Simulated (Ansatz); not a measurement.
Sn: several calculations on one system

Part 1: Relaxation

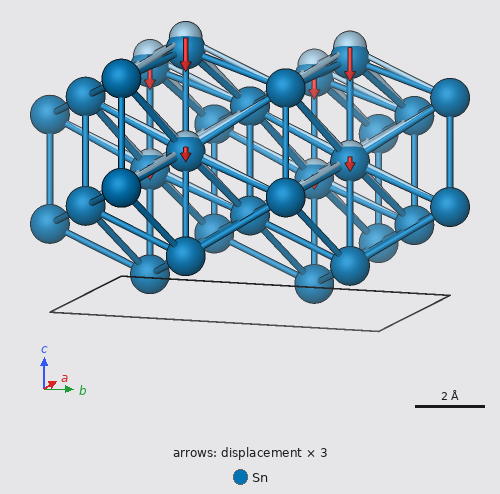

This is a constrained relaxation of a slab of composition Sn (cut from the I4/mmm phase). The starting structure is drawn faded, the final one solid; red arrows show the displacements, magnified 3 times.

Style: ball-and-stick. Shown: the 2 × 2 repeat of the cell, outlined in the plane, without the vacuum, from a free direction.

Case: clean slab, lower half held. The slab is the (1 0 0) face of Sn. 2 atoms are held fixed.

Theory: DFT PBEsol, scalar-relativistic, plane waves, PAW (Ansatz 0.2.0).

Input file:
```yaml
crystal:
  lattice:
    - [3.2346532658, 0.0, 0.0]
    - [0.0, 5.0677589074, 0.0]
    - [0.0, 0.0, 23.4693065316]
  atoms:
    - { symbol: Sn, position: [0.5, 0.5, 0.3621751665] }
    - { symbol: Sn, position: [0.0, 0.0, 0.4310875832] }
    - { symbol: Sn, position: [0.5, 0.5, 0.5] }
    - { symbol: Sn, position: [0.0, 0.0, 0.5689124168] }
    - { symbol: Sn, position: [0.5, 0.5, 0.6378248335] }
basis:
  ecutwfc: 420
kpoints:
  mp_grid: { grid: [9, 6, 1] }
hamiltonian:
  xc: pbesol
scf:
  occupations: { method: gaussian, width: 0.1 }
output:
  forces: true
  eigenvalues: true
relax:
  adjacent_minimum: "off"
  f_tol: 0.03
  max_steps: 70
  constraints: [{ sites: [0, 1] }]
efield:
  axis: 3
  dipole_correction: true
  ramp_width: 0.04
```

Run as
```bash
ansatz run input.yaml --threads 2 --pin off --max-ram 5120MiB --backend cpu --events-out ev --progress --plain --runs-dir out
```

Describe the change and its energy.

Answer. After 3 geometry steps the energy has fallen by 0.109 eV per cell of the calculation. The largest force component goes from 0.58 to 0.0044 eV/Å. Sn5 moves most: 0.34 Å along the normal (−c). The lattice vectors keep their values. Near-neighbour distances that change, for instance: Sn3–Sn5 3.235 → 3.047 Å, Sn1–Sn3 3.235 → 3.080 Å, Sn4–Sn5 3.414 → 3.265 Å, Sn3–Sn4 3.414 → 3.490 Å.

Part 2: Relaxation

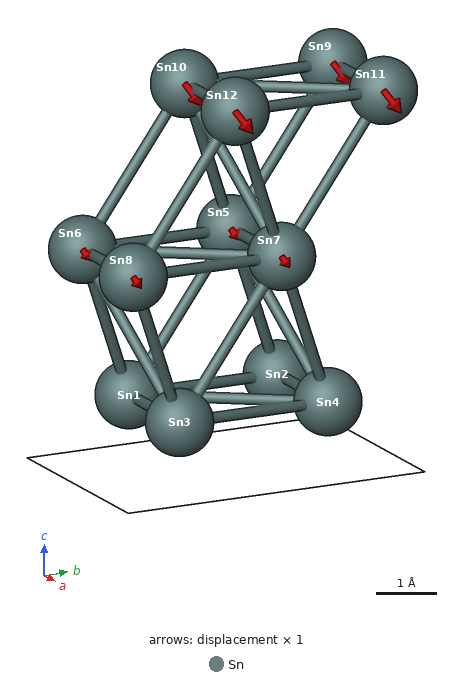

A constrained relaxation of a slab of composition Sn (cut from the I4/mmm phase). The starting structure is drawn; red arrows show the displacements, at their true length.

Style: ball-and-stick. Shown: the cell of the calculation, outlined in the plane, without the vacuum, slightly off an axis.

Case: clean slab, lower planes held. The slab is the (1 0 1) face of Sn. 4 atoms are held fixed.

Level of theory: DFT PBE+D3(BJ), scalar-relativistic, plane waves, PAW (Ansatz 0.2.0). (plane-wave cutoff 420 eV; k-point mesh 3 × 3 × 1; occupations gaussian; smearing width 0.1 eV; no spin polarisation; dipole correction; atoms relaxed in a fixed cell; force threshold 0.03 eV/Å; at most 70 steps)

### What happened in the run?

The largest moves, 0.52 Å, are those of Sn9, Sn10, Sn11 and Sn12. Sn10 goes at 38° to the normal (−c side). The lattice vectors keep their values. Some distances before and after: Sn5–Sn10 3.418 → 3.194 Å, Sn1–Sn6 3.418 → 3.200 Å, Sn1–Sn5 3.257 → 3.172 Å, Sn5–Sn9 3.257 → 3.188 Å. After 4 accepted moves (5 points after the start) the energy has fallen by 0.204 eV per cell of the calculation. The largest force component goes from 0.14 to 0.011 eV/Å. 1 step only repeated the SCF at the same geometry.

Part 3: Scan

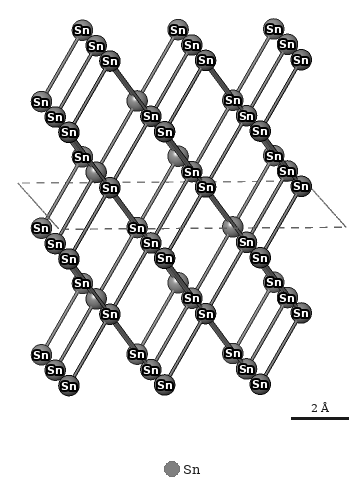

Energy scan for crystalline Sn (I4/mmm), in which the crystal is pulled apart rigidly along the normal of the (−1 1 0) plane of the conventional cell, at a cut between a plane of Sn below and one of Sn above, 2.29 Å apart. One cut stands in each cell, which starts 9.1 Å high; nothing is relaxed, and the dashed outline marks the cut. The picture shows the perfect crystal around the cut (dashed). Style: ball-and-stick. Shown: the layers on both sides of the cut, from the side, nearly along the cut plane.

Theory: DFT PBEsol, scalar-relativistic, plane waves, PAW in Ansatz. (plane-wave cutoff 420 eV; k-point mesh 17 × 17 × 7; occupations gaussian; smearing width 0.15 eV; no spin polarisation). Energies (free energies at the smearing named) are counted from the relaxed crystal.

The input:
```yaml
crystal:
  lattice:
    - [-1.6173266329, -1.6173266329, -2.5338794537]
    - [-1.6173266329, -1.6173266329, 2.5338794537]
    - [-6.4693065316, 6.4693065316, 0.0]
  atoms:
    - { symbol: Sn, position: [0.5, 0.5, 0.25] }
    - { symbol: Sn, position: [0.0, 0.0, 0.0] }
    - { symbol: Sn, position: [0.5, 0.5, 0.75] }
    - { symbol: Sn, position: [0.0, 0.0, 0.5] }
basis:
  ecutwfc: 420
kpoints:
  mp_grid: { grid: [17, 17, 7] }
hamiltonian:
  xc: pbesol
scf:
  occupations: { method: gaussian, width: 0.15 }
output:
  forces: true
  stress: true
  eigenvalues: true
```

Command:
```bash
ansatz run input.yaml --threads 2 --pin off --max-ram 5120MiB --backend cpu --events-out ev --progress --plain --runs-dir out
```

**What energies does the calculation give (the opening: −0.30, −0.15, 0.00, 0.25, 0.50, 0.75, 1.00, 1.50, 2.00, 3.00, 4.50, 6.00 Å)?**

```
opening (Å)  ΔE per area (J/m²)
      −0.30               0.127
      −0.15               0.030
       0.00               0.000
       0.25               0.048
       0.50               0.164
       0.75               0.307
       1.00               0.445
       1.50               0.663
       2.00               0.805
       3.00               0.929
       4.50               0.960
       6.00               0.963
```

At the widest opening, 6.00 Å, the energy has risen by 0.963 J/m², where the curve has levelled off: this is the ideal work of separation, the sum of the two unrelaxed surface energies of a slab 9.1 Å thick. The steepest rise lies between 0.50 Å and 0.75 Å, with a mean traction of about 5.7 GPa. Pressing the cut together by 0.30 Å costs 0.127 J/m².

The computed profile:

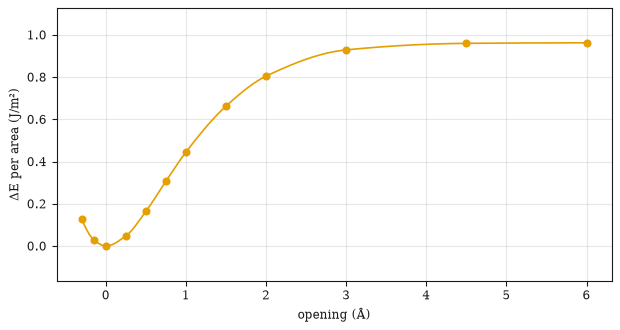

Part 4: Scan

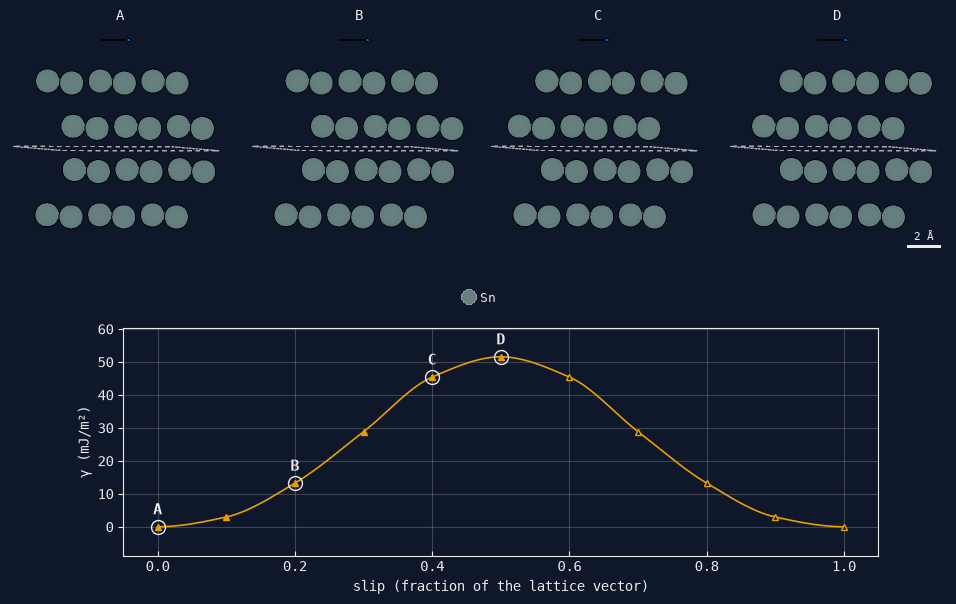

A scan of solid Sn (I4/mmm): the crystal above a cut along the (0 1 1) plane of the conventional cell (between a plane of Sn below and one of Sn above, 2.73 Å apart) is slid rigidly by fractions of an in-plane lattice vector 3.23 Å long (a generalised stacking fault). One cut stands in each cell, which starts 10.9 Å high; nothing is relaxed, and the dashed outline marks the cut, the arrow on top the direction of slip. The lettered frames are marked on the plot. Hollow markers are points alike by symmetry, not computed again. A spheres-only model of the layers on both sides of the cut, seen from the side, nearly along the cut plane.

Level of theory: Ansatz, DFT PBEsol, scalar-relativistic, plane waves, PAW. (plane-wave cutoff 420 eV; k-point mesh 20 × 21 × 6; occupations gaussian; smearing width 0.15 eV; no spin polarisation). Energies (free energies at the smearing named) are counted from the relaxed crystal.

### Read off the main features of the energy profile.

The curve starts and ends at zero, since a full lattice vector restores the crystal. Its highest computed point is 51.6 mJ/m² at slip 0.50, which the unstable stacking-fault energy of this rigid path equals or slightly exceeds. No local minimum shows among the points, so there is no metastable fault on this line. The path is symmetric about half-way. Relaxation across the fault would lower the values.
